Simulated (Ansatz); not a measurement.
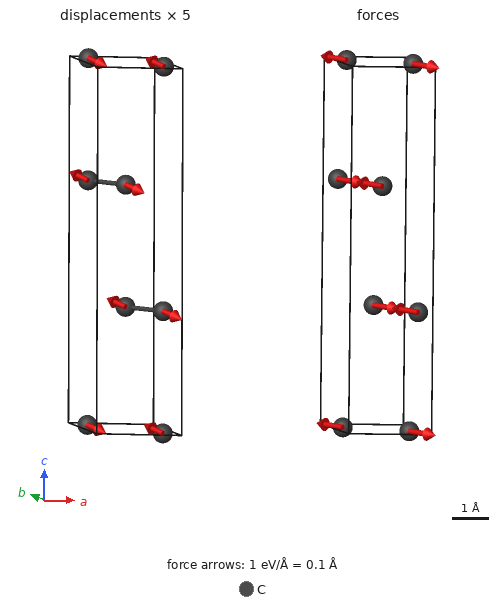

Left: a symmetric starting cell of C, with red arrows for the displacements applied to it (without the part that the change of the cell carries along). Right: the displaced structure with the computed forces. Besides, the cell is strained by +0.7 % along [1 −1 1], −2.3 % roughly along [3 −3 −1], −3.6 % along [1 1 0] (volume −5.2 %). A ball-and-stick model of the conventional cell (3 times the calculation's cell), seen slightly off an axis. Lengths and directions refer to the drawn axes.

Computed with DFT PBE, scalar-relativistic, plane waves, PAW in Ansatz 0.2.0. Set-up: plane-wave cutoff 420 eV; k-point mesh 16 × 16 × 10; occupations gaussian; smearing width 0.05 eV; no spin polarisation.

### Where do the forces point?

Atoms are displaced by 0.15 Å relative to the cell. No relaxation follows. The starting cell wasn't computed here and needn't be at equilibrium, so pressure and forces aren't due to the change alone. The pressure is 60.2 GPa (not all of it need come from the change, since the unchanged cell can be under pressure at this level too). The principal stresses (compression positive) are 143.6 GPa along [1 1 0], 37.2 GPa roughly along [1 −1 0], −0.2 GPa along [1 −1 −2]. The largest forces, 9.9 eV/Å, act on 2 C atoms of the calculation's cell. The forces point straight back along the displacements (cosine −0.98). Near-neighbour distances before and after: C–C 1.418 → 1.257 to 1.676 Å. The space group stays C2/m (No. 12).
